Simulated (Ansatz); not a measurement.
# TiSi$_{2}$: geometry relaxation (part 1 of 2)

System: TiSi$_{2}$ (Immm, 3 atoms in the cell).
Method: DFT r2SCAN, scalar-relativistic, plane waves, PAW, no spin polarisation (Ansatz 0.2.0).

The structure derives from a Materials Project entry. Figures and captions count atoms from 1; the log counts them from 0 in places.

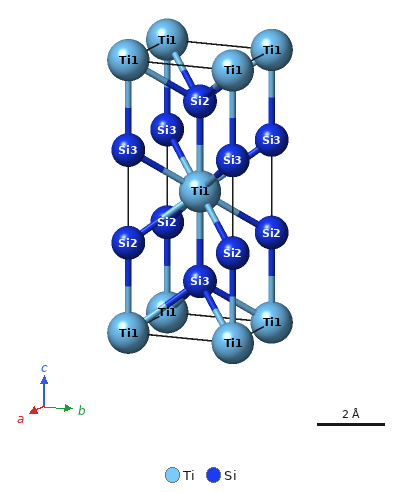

Fig. 1: The structure as given in the input (ball-and-stick view of the cell 2 times as large as that of the calculation, set on its symmetry axes, seen slightly off an axis; atoms are numbered from 1 in the order of the input). An atom can appear more than once, as a periodic image.

## Results in brief

```csv
quantity,value
outcome,converged
space group (tolerance 0.01 Å),Immm (71)
electrons treated,20
free energy,−3783.5613 eV
Fermi energy,12.684 eV
gap on the k-point mesh,none (metallic)
pressure,−0.01 GPa
final volume,41.80 Å³
largest force (length of the vector) at the end,0.001 eV/Å
final cell,"a = 4.748 Å, b = 4.748 Å, c = 4.748 Å, α = 143.84°, β = 138.14°, γ = 56.49°"
hardware,"2 threads of Intel Xeon @ 2.50GHz (Skylake/Cascade Lake), 192 GiB of memory available, shared host"
wall time,5.6 min (CPU time 11 min)
peak memory,1.2 GiB
```

## Input
```yaml
crystal:
  lattice:
    - [-1.472872, 1.71213, 4.212083]
    - [1.472872, -1.71213, 4.212083]
    - [1.472872, 1.71213, -4.212083]
  atoms:
    - { symbol: Ti, position: [0.0, 0.0, 0.0] }
    - { symbol: Si, position: [0.329922, 0.329922, 0.0] }
    - { symbol: Si, position: [0.670078, 0.670078, 0.0] }
basis:
  ecutwfc: 500
kpoints:
  mp_grid: { grid: [18, 18, 18] }
hamiltonian:
  xc: r2scan
scf:
  occupations: { method: gaussian, width: 0.1 }
output:
  forces: true
  stress: true
  eigenvalues: true
  write_density: true
  write_potential: true
  elf: true
  volumetric_format: npy
relax:
  adjacent_minimum: "off"
  f_tol: 0.005
  max_steps: 80
  cell: { stress_tol: 0.05 }
```

Launch command:
```bash
ansatz run input.yaml --threads 2 --pin off --max-ram 5120MiB --backend cpu --events-out ev --progress --plain --runs-dir out
```

## The program's output
```
Engine: ansatz 0.2.0, x86_64-unknown-linux-gnu
Pseudopotentials: kind: paw
Pseudopotential: Ti, paw, valence charge 12, recommended cutoff 500 eV (meta_gga), Ti.paw.azcp
Pseudopotential: Si, paw, valence charge 4, recommended cutoff 500 eV (meta_gga), Si.paw.azcp
Functional definition: r2SCAN
  parameter k0 = 0.174
  parameter k1 = 0.065
  parameter a1 = 4.9479
  exchange = r2scan_x(k0 = k0, k1 = k1, a1 = a1)
  correlation = r2scan_c
Crystal: 3 atoms, lattice volume = 42.487 Å³
Basis set: ecut = 500 eV, 1113 PW (Γ), exchange–correlation on 144×144×144 points (64 copies of the dense FFT grid, shifted against one another)
Bands: 14, of which v1, the nominal top of the filled ones, is band 10 counted from 1 (9 counted from 0)
Symmetry: 8 space group operations
Space group: Immm (ITA 71), of the structure as read, at distance tolerance 3.5e-5 Å
k-points: 865 of 5832
Non-local potential: Ti, projectors of the file, l = 0: 3, l = 1: 2, l = 2: 3, l = 3: 1
Non-local potential: Si, projectors of the file, l = 0: 2, l = 1: 2, l = 2: 2
PAW form: soft (Blöchl's): semilocal exchange-correlation on the pseudo side does not see the compensation charge
PAW frozen core: Ti, regenerated for the run's functional (the file was generated under x = pbe(κ = 0.804, μ = 0.2195149727645171), c = pbe(β = 0.06672455060314922))
PAW frozen core: Si, regenerated for the run's functional (the file was generated under x = pbe(κ = 0.804, μ = 0.2195149727645171), c = pbe(β = 0.06672455060314922))
PAW one-centre angular grid: Ti, 590 points (default); XC on 160 Gauss nodes
PAW one-centre angular grid: Si, 302 points (default); XC on 160 Gauss nodes
Initial density: superposition of atomic densities (neutral atoms: chi_scale 0, normalization atom), corrected by the library's trained network
Initial wavefunctions: pseudopotential atomic-orbital guess
Functional: x = r2scan, c = r2scan; τ floored in thin density (d = 2e-4 eV/Å³)
SCF iter   1: F=—  HF=-3783.507202 eV  |F-HF|=—  |Δ(HF+E_count)|=         —  Δρ=1.13e-2  dr2=4.80e-2  dr2_τ=2.27e-2  ethr=1.77e-3  ⟨swp⟩=5.0  Hψ=70676  notcnv=0
preconditioner: auto → Kerker (q_TF=auto, 2.406 Å⁻¹)  [metal: Δε(μ)=0.006 eV  Ē_g=7.126 eV  σ=0.100 eV  W_gap=0.04  n_scr=10 (ndim 8)  ℏωp=19.7 eV  f_vac=0.000  D(μ)=1.29/eV (n_scr^D=10)]
SCF iter   2: F=—  HF=-3783.555197 eV  |F-HF|=—  |Δ(HF+E_count)|=   4.80e-2  Δρ=4.80e-3  dr2=1.03e-2  dr2_τ=6.97e-4  ethr=2.40e-4  ⟨swp⟩=2.0  Hψ=29857  notcnv=0  defer=237
SCF iter   3: F=—  HF=-3783.554975 eV  |F-HF|=—  |Δ(HF+E_count)|=   2.22e-4  Δρ=2.95e-3  dr2=3.66e-3  dr2_τ=4.13e-5  ethr=5.17e-5  ⟨swp⟩=1.0  Hψ=11873  notcnv=0  defer=237
SCF iter   4: F=—  HF=-3783.554755 eV  |F-HF|=—  |Δ(HF+E_count)|=   2.20e-4  Δρ=9.15e-4  dr2=3.57e-4  dr2_τ=4.41e-6  ethr=1.83e-5  ⟨swp⟩=2.0  Hψ=17012  notcnv=0  defer=237
SCF iter   5: F=—  HF=-3783.554715 eV  |F-HF|=—  |Δ(HF+E_count)|=   3.97e-5  Δρ=1.25e-4  dr2=8.55e-6  dr2_τ=1.23e-7  ethr=1.78e-6  ⟨swp⟩=2.6  Hψ=19944  notcnv=0  defer=237
SCF iter   6: F=—  HF=-3783.554716 eV  |F-HF|=—  |Δ(HF+E_count)|=   3.64e-7  Δρ=1.69e-5  dr2=1.30e-7  dr2_τ=4.35e-9  ethr=4.28e-8  ⟨swp⟩=2.4  Hψ=18182  notcnv=0  defer=237
SCF iter   7: F=-3783.554716 eV  HF=-3783.554716 eV  |F-HF|=1.08e-9  |Δ(HF+E_count)|=   3.05e-8  Δρ=3.05e-6  dr2=4.77e-9  dr2_τ=1.20e-10  ethr=5.00e-10  ⟨swp⟩=8.7  Hψ=73517  notcnv=0
SCF 1 converged in 7 iterations: F = -3783.554716 eV  dr2 = 4.77e-9
  greatest PAW one-centre occupation: 1.001 electrons in one spin orbital (limit 2), on the Ti atom at site 0 (counted from 0), in its partial waves of l = 1
relax step   1: F+E_penalty+E_count = -3783.55471572 eV  Δ(F+E_penalty+E_count) = +0.000e0 eV  max|allowed force component| = 5.288e-2 eV/Å  Δτ_max = 0.0000 Å  P = -2.385 GPa  Ω = 42.487 Å³  (7 SCF iters, dr2 threshold 1.00e-7 eV, accepted)
Crystal: 3 atoms, lattice volume = 41.735 Å³
Basis set: ecut = 500 eV, 1077 PW (Γ), exchange–correlation on 144×144×144 points (64 copies of the dense FFT grid, shifted against one another)
Initial density: handed on by an earlier stage of this run
Initial wavefunctions: those handed on with the density
iter 1 solved again at ethr=4.52e-6 eV; its pass at ethr=3.10e-3 eV (dr2=9.03e-4 eV) is discarded
SCF iter   1: F=—  HF=-3783.555799 eV  |F-HF|=—  |Δ(HF+E_count)|=         —  Δρ=1.19e-3  dr2=9.16e-4  dr2_τ=3.40e-3  ethr=4.52e-6  ⟨swp⟩=2.0  Hψ=74304  notcnv=0
preconditioner: auto → Kerker (q_TF=auto, 2.413 Å⁻¹)  [metal: Δε(μ)=0.003 eV  Ē_g=7.142 eV  σ=0.100 eV  W_gap=0.02  n_scr=10 (ndim 8)  ℏωp=19.9 eV  f_vac=0.000  D(μ)=1.30/eV (n_scr^D=10)]
SCF iter   2: F=—  HF=-3783.560938 eV  |F-HF|=—  |Δ(HF+E_count)|=   5.14e-3  Δρ=6.22e-4  dr2=1.69e-4  dr2_τ=1.18e-5  ethr=4.52e-6  ⟨swp⟩=2.0  Hψ=20653  notcnv=0
SCF iter   3: F=—  HF=-3783.560926 eV  |F-HF|=—  |Δ(HF+E_count)|=   1.24e-5  Δρ=3.59e-4  dr2=6.27e-5  dr2_τ=1.30e-6  ethr=8.45e-7  ⟨swp⟩=2.2  Hψ=14339  notcnv=0
SCF iter   4: F=—  HF=-3783.560919 eV  |F-HF|=—  |Δ(HF+E_count)|=   6.59e-6  Δρ=6.31e-5  dr2=2.33e-6  dr2_τ=1.77e-7  ethr=3.14e-7  ⟨swp⟩=2.4  Hψ=17338  notcnv=0
SCF iter   5: F=—  HF=-3783.560919 eV  |F-HF|=—  |Δ(HF+E_count)|=   1.64e-7  Δρ=2.38e-5  dr2=4.07e-7  dr2_τ=1.04e-8  ethr=1.17e-8  ⟨swp⟩=2.0  Hψ=20566  notcnv=0
SCF iter   6: F=-3783.560919 eV  HF=-3783.560919 eV  |F-HF|=9.14e-10  |Δ(HF+E_count)|=   2.44e-8  Δρ=5.94e-6  dr2=1.29e-8  dr2_τ=3.78e-10  ethr=1.50e-9  ⟨swp⟩=7.8  Hψ=64856  notcnv=0
SCF 2 converged in 6 iterations: F = -3783.560919 eV  dr2 = 1.29e-8
  greatest PAW one-centre occupation: 1.002 electrons in one spin orbital (limit 2), on the Ti atom at site 0 (counted from 0), in its partial waves of l = 1
relax step   2: F+E_penalty+E_count = -3783.56091915 eV  Δ(F+E_penalty+E_count) = -6.203e-3 eV  max|allowed force component| = 6.017e-2 eV/Å  Δτ_max = 0.0016 Å  P = +0.245 GPa  Ω = 41.735 Å³  energy of the carried Pulay correction = +1.714e-4 eV  (6 SCF iters, dr2 threshold 3.00e-7 eV, accepted)
Crystal: 3 atoms, lattice volume = 41.783 Å³
iter 1 solved again at ethr=9.47e-7 eV; its pass at ethr=3.10e-3 eV (dr2=1.89e-4 eV) is discarded
SCF iter   1: F=—  HF=-3783.561336 eV  |F-HF|=—  |Δ(HF+E_count)|=         —  Δρ=4.42e-4  dr2=1.86e-4  dr2_τ=5.17e-5  ethr=9.47e-7  ⟨swp⟩=2.3  Hψ=69883  notcnv=0
preconditioner: auto → Kerker (q_TF=auto, 2.413 Å⁻¹)  [metal: Δε(μ)=0.005 eV  Ē_g=7.142 eV  σ=0.100 eV  W_gap=0.03  n_scr=10 (ndim 8)  ℏωp=19.9 eV  f_vac=0.000  D(μ)=1.30/eV (n_scr^D=10)]
SCF iter   2: F=—  HF=-3783.561366 eV  |F-HF|=—  |Δ(HF+E_count)|=   3.02e-5  Δρ=2.24e-4  dr2=2.81e-5  dr2_τ=1.81e-6  ethr=9.30e-7  ⟨swp⟩=2.1  Hψ=14871  notcnv=0
SCF iter   3: F=—  HF=-3783.561364 eV  |F-HF|=—  |Δ(HF+E_count)|=   2.58e-6  Δρ=1.20e-4  dr2=1.16e-5  dr2_τ=2.24e-7  ethr=1.41e-7  ⟨swp⟩=2.4  Hψ=18596  notcnv=0
SCF iter   4: F=-3783.561362 eV  HF=-3783.561362 eV  |F-HF|=5.81e-8  |Δ(HF+E_count)|=   1.29e-6  Δρ=1.78e-5  dr2=9.75e-8  dr2_τ=7.50e-9  ethr=1.50e-9  ⟨swp⟩=7.1  Hψ=77927  notcnv=0
SCF 3 converged in 4 iterations: F = -3783.561362 eV  dr2 = 9.75e-8
relax step   3: F+E_penalty+E_count = -3783.56136229 eV  Δ(F+E_penalty+E_count) = -4.431e-4 eV  max|allowed force component| = 2.623e-2 eV/Å  Δτ_max = 0.0043 Å  P = +0.044 GPa  Ω = 41.783 Å³  energy of the carried Pulay correction = +1.604e-4 eV  (4 SCF iters, dr2 threshold 3.00e-7 eV, accepted)
Crystal: 3 atoms, lattice volume = 41.788 Å³
iter 1 solved again at ethr=6.72e-7 eV; its pass at ethr=3.10e-3 eV (dr2=1.34e-4 eV) is discarded
SCF iter   1: F=—  HF=-3783.561475 eV  |F-HF|=—  |Δ(HF+E_count)|=         —  Δρ=3.54e-4  dr2=1.35e-4  dr2_τ=1.55e-5  ethr=6.72e-7  ⟨swp⟩=2.5  Hψ=68484  notcnv=0
preconditioner: auto → Kerker (q_TF=auto, 2.413 Å⁻¹)  [metal: Δε(μ)=0.003 eV  Ē_g=7.141 eV  σ=0.100 eV  W_gap=0.02  n_scr=10 (ndim 8)  ℏωp=19.9 eV  f_vac=0.000  D(μ)=1.30/eV (n_scr^D=10)]
SCF iter   2: F=—  HF=-3783.561477 eV  |F-HF|=—  |Δ(HF+E_count)|=   2.26e-6  Δρ=1.88e-4  dr2=2.60e-5  dr2_τ=1.03e-6  ethr=6.72e-7  ⟨swp⟩=2.0  Hψ=13977  notcnv=0
SCF iter   3: F=—  HF=-3783.561468 eV  |F-HF|=—  |Δ(HF+E_count)|=   8.82e-6  Δρ=9.35e-5  dr2=8.71e-6  dr2_τ=2.42e-7  ethr=1.30e-7  ⟨swp⟩=2.5  Hψ=18799  notcnv=0
SCF iter   4: F=—  HF=-3783.561467 eV  |F-HF|=—  |Δ(HF+E_count)|=   1.27e-6  Δρ=1.69e-5  dr2=8.86e-8  dr2_τ=4.69e-9  ethr=4.35e-8  ⟨swp⟩=2.0  Hψ=16303  notcnv=0
SCF iter   5: F=-3783.561467 eV  HF=-3783.561467 eV  |F-HF|=3.36e-9  |Δ(HF+E_count)|=   6.14e-8  Δρ=5.02e-6  dr2=8.54e-9  dr2_τ=3.21e-10  ethr=2.15e-10  ⟨swp⟩=7.6  Hψ=66059  notcnv=0
SCF 4 converged in 5 iterations: F = -3783.561467 eV  dr2 = 8.54e-9
relax step   4: F+E_penalty+E_count = -3783.56146702 eV  Δ(F+E_penalty+E_count) = -1.047e-4 eV  max|allowed force component| = 4.039e-4 eV/Å  Δτ_max = 0.0033 Å  P = +0.024 GPa  Ω = 41.788 Å³  energy of the carried Pulay correction = +1.593e-4 eV  (5 SCF iters, dr2 threshold 4.30e-8 eV, accepted)
Crystal: 3 atoms, lattice volume = 41.802 Å³
iter 1 solved again at ethr=6.42e-8 eV; its pass at ethr=3.10e-3 eV (dr2=1.28e-5 eV) is discarded
SCF iter   1: F=—  HF=-3783.561463 eV  |F-HF|=—  |Δ(HF+E_count)|=         —  Δρ=1.23e-4  dr2=1.30e-5  dr2_τ=7.33e-6  ethr=6.42e-8  ⟨swp⟩=2.1  Hψ=73271  notcnv=0
preconditioner: auto → Kerker (q_TF=auto, 2.413 Å⁻¹)  [metal: Δε(μ)=0.004 eV  Ē_g=7.137 eV  σ=0.100 eV  W_gap=0.02  n_scr=10 (ndim 8)  ℏωp=19.9 eV  f_vac=0.000  D(μ)=1.30/eV (n_scr^D=10)]
SCF iter   2: F=—  HF=-3783.561469 eV  |F-HF|=—  |Δ(HF+E_count)|=   5.55e-6  Δρ=5.93e-5  dr2=2.04e-6  dr2_τ=1.10e-7  ethr=6.42e-8  ⟨swp⟩=2.7  Hψ=18196  notcnv=0
SCF iter   3: F=—  HF=-3783.561468 eV  |F-HF|=—  |Δ(HF+E_count)|=   2.61e-7  Δρ=3.03e-5  dr2=7.15e-7  dr2_τ=2.32e-8  ethr=1.02e-8  ⟨swp⟩=2.7  Hψ=17885  notcnv=0
SCF iter   4: F=-3783.561468 eV  HF=-3783.561468 eV  |F-HF|=2.35e-10  |Δ(HF+E_count)|=   1.05e-7  Δρ=5.57e-6  dr2=1.31e-8  dr2_τ=8.53e-10  ethr=7.17e-11  ⟨swp⟩=6.0  Hψ=68135  notcnv=0
SCF 5 converged in 4 iterations: F = -3783.561468 eV  dr2 = 1.31e-8
relax step   5: F+E_penalty+E_count = -3783.56146839 eV  Δ(F+E_penalty+E_count) = -1.365e-6 eV  max|allowed force component| = 1.175e-3 eV/Å  Δτ_max = 0.0002 Å  P = -0.013 GPa  Ω = 41.802 Å³  energy of the carried Pulay correction = +1.561e-4 eV  (4 SCF iters, dr2 threshold 1.43e-8 eV, accepted)
Initial wavefunctions: pseudopotential atomic-orbital guess (no wavefunctions were taken with the density)
iter 1 solved again at ethr=3.83e-8 eV; its pass at ethr=3.10e-3 eV (dr2=7.65e-6 eV) is discarded
SCF iter   1: F=—  HF=-3783.561312 eV  |F-HF|=—  |Δ(HF+E_count)|=         —  Δρ=2.75e-5  dr2=4.36e-8  dr2_τ=3.89e-7  ethr=3.83e-8  ⟨swp⟩=2.6  Hψ=98567  notcnv=0
preconditioner: auto → Kerker (q_TF=auto, 2.413 Å⁻¹)  [metal: Δε(μ)=0.004 eV  Ē_g=7.136 eV  σ=0.100 eV  W_gap=0.02  n_scr=10 (ndim 8)  ℏωp=19.9 eV  f_vac=0.000  D(μ)=1.30/eV (n_scr^D=10)]
SCF iter   2: F=—  HF=-3783.561313 eV  |F-HF|=—  |Δ(HF+E_count)|=   3.79e-7  Δρ=1.48e-5  dr2=1.85e-8  dr2_τ=1.57e-8  ethr=2.18e-10  ⟨swp⟩=2.0  Hψ=19623  notcnv=0
SCF iter   3: F=—  HF=-3783.561313 eV  |F-HF|=—  |Δ(HF+E_count)|=   3.01e-8  Δρ=3.63e-6  dr2=6.42e-9  dr2_τ=4.54e-10  ethr=9.26e-11  ⟨swp⟩=2.4  Hψ=18436  notcnv=0
SCF iter   4: F=—  HF=-3783.561313 eV  |F-HF|=—  |Δ(HF+E_count)|=  3.80e-10  Δρ=8.50e-7  dr2=3.16e-10  dr2_τ=2.80e-11  ethr=3.21e-11  ⟨swp⟩=2.9  Hψ=20512  notcnv=0
SCF iter   5: F=-3783.561313 eV  HF=-3783.561313 eV  |F-HF|=1.46e-11  |Δ(HF+E_count)|=  1.42e-10  Δρ=2.32e-7  dr2=2.06e-11  dr2_τ=2.77e-12  ethr=1.00e-12  ⟨swp⟩=3.4  Hψ=55902  notcnv=0
SCF 6 converged in 5 iterations: F = -3783.561313 eV  dr2 = 2.06e-11
relax step   6: F+E_penalty+E_count = -3783.56131260 eV  Δ(F+E_penalty+E_count) = +1.558e-4 eV  max|allowed force component| = 1.151e-3 eV/Å  Δτ_max = 0.0000 Å  P = -0.015 GPa  Ω = 41.802 Å³  stress off target by 3.06e-2 GPa  SCF on the basis re-selected at this cell (its energy is not comparable with the rows above)  (5 SCF iters)
```
